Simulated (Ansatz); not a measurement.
## Run report: SnO, single-point calculation

SnO (P4/nmm, 4 atoms in the cell), computed with DFT PBEsol, scalar-relativistic, plane waves, PAW, no spin polarisation (Ansatz 0.2.0).

The structure derives from a Materials Project entry. Figures and captions count atoms from 1; the log counts them from 0 in places.

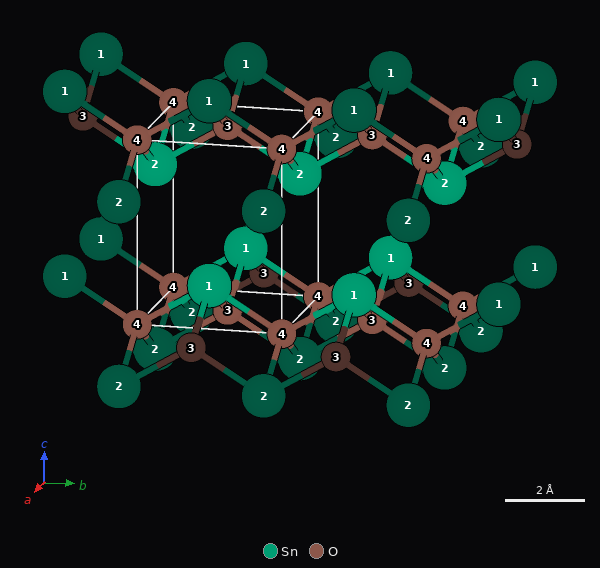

The structure (ball-and-stick view of the cell of the calculation, repeated 1 × 2 × 1, seen slightly off an axis; neighbours outside the cell are drawn fainter; atoms are numbered from 1 in the order of the input). An atom can appear more than once, as a periodic image. Near neighbours in the periodic cell (some may lie outside the picture): Sn has 4 O at 2.23 Å; O has 4 Sn at 2.23 Å.

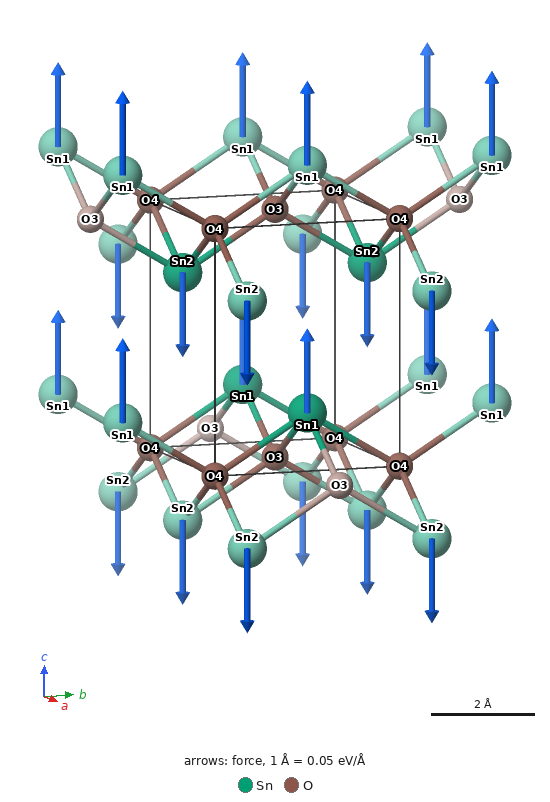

Forces on the atoms as blue arrows (ball-and-stick view of the cell of the calculation, seen slightly off an axis; neighbours outside the cell are drawn fainter; atoms are numbered from 1 in the order of the input). The largest act on Sn1, Sn2 (0.08 eV/Å). The geometry is not a stationary point of this energy.

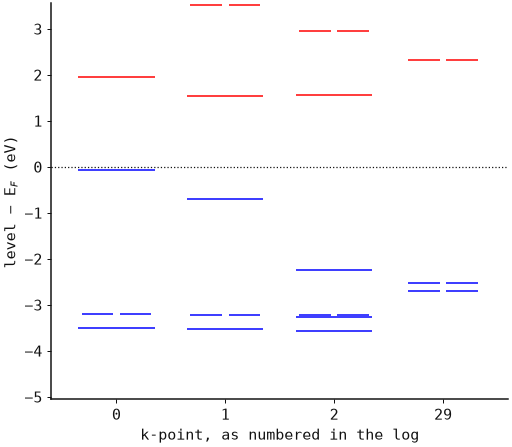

Kohn–Sham levels near the Fermi level (dotted) at the few k-points that the log prints; levels within 0.02 eV of each other stand side by side. Among these points the highest filled and lowest empty levels are 1.60 eV apart; the gap on the full mesh, 0.12 eV, has an edge at a point that isn't printed.

The input that produced these results follows, with the program's output.

## Input file
```yaml
crystal:
  lattice:
    - [3.81369522, 0.0, 0.0]
    - [0.0, 3.81369522, 0.0]
    - [0.0, 0.0, 4.8869133]
  atoms:
    - { symbol: Sn, position: [0.0, 0.5, 0.23537386] }
    - { symbol: Sn, position: [0.5, 0.0, 0.76462614] }
    - { symbol: O, position: [0.5, 0.5, 0.0] }
    - { symbol: O, position: [0.0, 0.0, 0.0] }
basis:
  ecutwfc: 420
kpoints:
  mp_grid: { grid: [6, 6, 4] }
hamiltonian:
  xc: pbesol
scf:
  occupations: { method: gaussian, width: 0.1 }
output:
  forces: true
  stress: true
  eigenvalues: true
```

Run as:
```bash
ansatz run input.yaml --threads 2 --pin off --max-ram 5120MiB --backend cpu --events-out ev --progress --plain --runs-dir out
```

## The program's output
```
Engine: ansatz 0.2.0, aarch64-unknown-linux-gnu
Pseudopotentials: kind: paw
Pseudopotential: Sn, paw, valence charge 14, recommended cutoff 420 eV (normal), Sn.paw.azcp
Pseudopotential: O, paw, valence charge 6, recommended cutoff 420 eV (normal), O.paw.azcp
Functional definition: PBEsol
  exchange = pbesol_x
  correlation = pbesol_c
Crystal: 4 atoms, lattice volume = 71.077 Å³
Basis set: ecut = 420 eV, 1409 PW (Γ), exchange–correlation on 54×54×72 points (8 copies of the dense FFT grid, shifted against one another)
Bands: 24, of which v1, the nominal top of the filled ones, is band 20 counted from 1 (19 counted from 0)
Symmetry: 16 space group operations
Space group: P4/nmm (ITA 129), of the structure as read, at distance tolerance 4.1e-5 Å
k-points: 30 of 144
Non-local potential: Sn, projectors of the file, l = 0: 2, l = 1: 2, l = 2: 2, l = 3: 2
Non-local potential: O, projectors of the file, l = 0: 2, l = 1: 2, l = 2: 1
PAW form: soft (Blöchl's): semilocal exchange-correlation on the pseudo side does not see the compensation charge
PAW frozen core: Sn, regenerated for the run's functional, and the local potential with it (the file was generated under x = pbe(κ = 0.804, μ = 0.2195149727645171), c = pbe(β = 0.06672455060314922))
PAW frozen core: O, regenerated for the run's functional, and the local potential with it (the file was generated under x = pbe(κ = 0.804, μ = 0.2195149727645171), c = pbe(β = 0.06672455060314922))
PAW one-centre angular grid: Sn, 590 points (default); XC on 64 Gauss nodes
PAW one-centre angular grid: O, 110 points (default); XC on 64 Gauss nodes
Initial density: superposition of atomic densities (neutral atoms: chi_scale 0, normalization atom), corrected by the library's trained network
Initial wavefunctions: pseudopotential atomic-orbital guess
Functional: x = pbesol(κ = 0.804, μ = 0.12345679012345678), c = pbesol(β = 0.046)
SCF iter   1: F=—  HF=-13021.438315 eV  |F-HF|=—  |Δ(HF+E_count)|=         —  Δρ=1.33e-2  dr2=1.05e-1  ethr=1.77e-3  ⟨swp⟩=5.8  Hψ=3186  notcnv=0
preconditioner: auto → Kerker (q_TF=auto, 2.479 Å⁻¹)  [metal: Δε(μ)=0.040 eV  Ē_g=17.940 eV  σ=0.100 eV  W_gap=0.22  n_scr=18 (ndim 8)  ℏωp=27.9 eV  f_vac=0.021  D(μ)=0.38/eV (n_scr^D=0)]
SCF iter   2: F=—  HF=-13021.413869 eV  |F-HF|=—  |Δ(HF+E_count)|=   2.44e-2  Δρ=2.29e-3  dr2=2.61e-3  ethr=2.63e-4  ⟨swp⟩=2.0  Hψ=1272  notcnv=0
preconditioner: auto → Resta (q_TF=auto, 2.479 Å⁻¹)  ε∞=3.4  [insulator: Δε(μ)=0.132 eV  Ē_g=17.982 eV  σ=0.100 eV  W_gap=0.65  n_scr=18 (ndim 8)  ℏωp=27.9 eV  f_vac=0.021  D(μ)=0.21/eV (n_scr^D=0)  ε∞_Penn≈3.4]
SCF iter   3: F=—  HF=-13021.413528 eV  |F-HF|=—  |Δ(HF+E_count)|=   3.41e-4  Δρ=9.60e-4  dr2=5.60e-4  ethr=6.53e-6  ⟨swp⟩=2.7  Hψ=1255  notcnv=0
SCF iter   4: F=—  HF=-13021.413574 eV  |F-HF|=—  |Δ(HF+E_count)|=   4.59e-5  Δρ=2.38e-4  dr2=4.79e-5  ethr=1.40e-6  ⟨swp⟩=2.3  Hψ=1313  notcnv=0
SCF iter   5: F=—  HF=-13021.413586 eV  |F-HF|=—  |Δ(HF+E_count)|=   1.18e-5  Δρ=4.76e-5  dr2=2.40e-6  ethr=1.20e-7  ⟨swp⟩=3.0  Hψ=1342  notcnv=0
SCF iter   6: F=-13021.413588 eV  HF=-13021.413588 eV  |F-HF|=4.18e-8  |Δ(HF+E_count)|=   1.89e-6  Δρ=1.15e-5  dr2=9.51e-8  ethr=2.50e-10  ⟨swp⟩=3.8  Hψ=3004  notcnv=0
SCF 1 converged in 6 iterations: F = -13021.413588 eV  dr2 = 9.51e-8
  greatest PAW one-centre occupation: 0.994 electrons in one spin orbital (limit 2), on the Sn atom at site 1 (counted from 0), in its partial waves of l = 2
SCF converged after 6 iterations
Free energy (F): -13021.413588 eV
Harris-Foulkes:  -13021.413588 eV  (|F-HF|=4.18e-8)
Internal energy: -13021.412512 eV  (E = F + TS)
E sigma→0 (E₀):  -13021.413050 eV
Entropy (-TS):   -0.001076 eV (-0.269 meV/atom)
Fermi energy:    9.655604 eV
--- Per-component energies (eV) ---
  E_band       = -196.404199
  E_kinetic    = 723.212157
  E_local      = -2719.562042  (includes V_loc(G=0)·N_el)
  E_nonlocal   = 36.262472
  E_hartree    = 1462.421271
  E_xc         = -904.194059
  E_vxc        = -380.714361  (∫ρ·V_xc dr)
  E_paw        = -8434.838896  (= ΣΔE_a)
  E_vpaw       = -780.446897  (= ΣTr[D̂ρ^β])
  E_aug_tail   = 0.004814  (compensation charges beyond the density's cutoff)
  E_ewald      = -3185.358485
  E_core_change = 0.640255  (= ΣΔE_core)
  E_smearing   = -0.001076  (= −TS)
  E_closure    = -0.000000  (closes the sum)
  Σ components = -13021.413588   (vs F -13021.413588, Δ=0.00e0)
--- Forces (eV/Å), atoms counted from 1 ---
  atom   1  Sn     0.00000000     0.00000000     0.08360405
  atom   2  Sn     0.00000000     0.00000000    -0.08360405
  atom   3  O      0.00000000     0.00000000     0.00000000
  atom   4  O      0.00000000     0.00000000     0.00000000
  max |Σ_I F_I| component: 1.11e-16 eV/Å
--- Stress (GPa, compression-positive) ---
       -0.528408       0.000000       0.000000
        0.000000      -0.528408       0.000000
        0.000000       0.000000      -0.619324
  P = ⅓ Tr σ = -0.5587 GPa (-5.587 kbar)
--- Band table (eV; the first three rows and the last of 30) ---
  k-point 0: bands = ["-12.3000", "-11.8606", "-11.8572", "-11.8572", "-11.8136", "-11.8005", "-11.7589", "-11.7528", "-11.7314", "-11.7314", "-10.5147", "-7.8279", "1.9169", "2.9867", "3.3391", "3.3391", "6.1536", "6.4522", "6.4522", "9.5980", "11.6203", "13.7948", "14.3331", "14.3331"]
  k-point 1: bands = ["-12.2925", "-11.8681", "-11.8448", "-11.8448", "-11.8075", "-11.7936", "-11.7650", "-11.7596", "-11.7452", "-11.7452", "-10.4973", "-7.8282", "0.9544", "3.3914", "3.3914", "4.5615", "6.1223", "6.4441", "6.4441", "8.9551", "11.2000", "13.1737", "13.1737", "13.7844"]
  k-point 2: bands = ["-12.2849", "-11.8758", "-11.8275", "-11.8275", "-11.7989", "-11.7787", "-11.7743", "-11.7737", "-11.7639", "-11.7639", "-10.4797", "-7.8286", "0.4711", "3.4453", "3.4453", "6.0899", "6.3938", "6.4356", "6.4356", "7.4149", "11.2188", "12.6025", "12.6025", "13.2607"]
  k-point 29: bands = ["-12.2137", "-12.2137", "-11.8243", "-11.8243", "-11.7963", "-11.7963", "-11.7607", "-11.7607", "-11.7260", "-11.7260", "-8.7292", "-8.7292", "0.5986", "0.5986", "4.0431", "4.0431", "6.9671", "6.9671", "7.1205", "7.1205", "11.9727", "11.9727", "13.5121", "13.5121"]
```

## Key numbers

```tsv
quantity	value
outcome	converged
space group (tolerance 0.01 Å)	P4/nmm (129)
electrons treated	40
free energy	−13021.4136 eV
Fermi energy	9.656 eV
gap on the k-point mesh	0.12 eV
pressure	−0.56 GPa
largest force (length of the vector)	0.084 eV/Å
hardware	2 threads of Arm Neoverse V2, 24 GiB of memory available, shared host
wall time	1.5 s (CPU time 2.7 s)
peak memory	0.33 GiB
```
